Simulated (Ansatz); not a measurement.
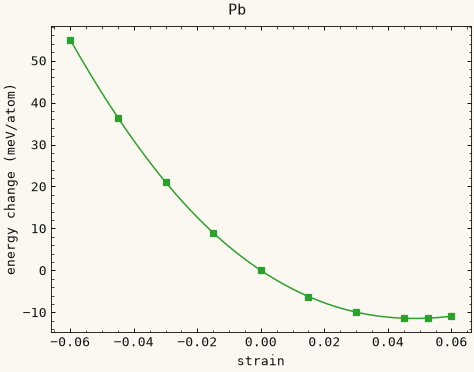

The picture above shows the energy change against strain for Pb, space group Fm-3m (No. 225).

Structure:
```xyz
1
Lattice="0.0000 2.4698 2.4698 2.4698 0.0000 2.4698 2.4698 2.4698 0.0000" Properties=species:S:1:pos:R:3 pbc="T T T"
Pb    0.0000    0.0000    0.0000
```

Method: homogeneous strain of a crystal along one Voigt pattern with engineering shear, fractional coordinates fixed, by plane-wave density functional theory with PAW datasets, free energies less that of the undisturbed cell, pressure positive in compression; scalar-relativistic (Ansatz 0.2.0). Level: PBE, no spin polarisation.

```json
{"setting": "wave cutoff", "value": "420 eV"}
{"setting": "k mesh", "value": "16×16×16"}
{"setting": "occupations", "value": "Gaussian"}
{"setting": "smearing width", "value": "0.15 eV"}
{"setting": "k shift", "value": "(0, 0, 0) (mesh steps)"}
{"setting": "start", "value": "as given"}
{"setting": "strain pattern", "value": "(1, 0, 0, 0, 0, 0) (xx yy zz yz xz xy with engineering shear)"}
```

From this curve and the settings, what does the calculation give for the tensile stress summed over the strain pattern and pressure at the same points?

The tensile stress summed over the strain pattern rises from −7.160 GPa at strain −0.0600 to 0.464 GPa at 0.0600, and changes sign near 0.049. The pressure falls from 6.411 GPa at strain −0.0600 to 0.045 GPa at 0.0600.

| strain | tensile stress summed over the strain pattern (GPa) | pressure (GPa) |
| --- | --- | --- |
| −0.0600 | −7.160 | 6.411 |
| −0.0450 | −6.012 | 5.379 |
| −0.0300 | −4.872 | 4.418 |
| −0.0150 | −3.712 | 3.513 |
| 0.0000 | −2.674 | 2.674 |
| 0.0150 | −1.752 | 1.906 |
| 0.0300 | −0.900 | 1.213 |
| 0.0450 | −0.155 | 0.597 |
| 0.0525 | 0.167 | 0.314 |
| 0.0600 | 0.464 | 0.045 |

Keep in mind: reference crystal is not relaxed.
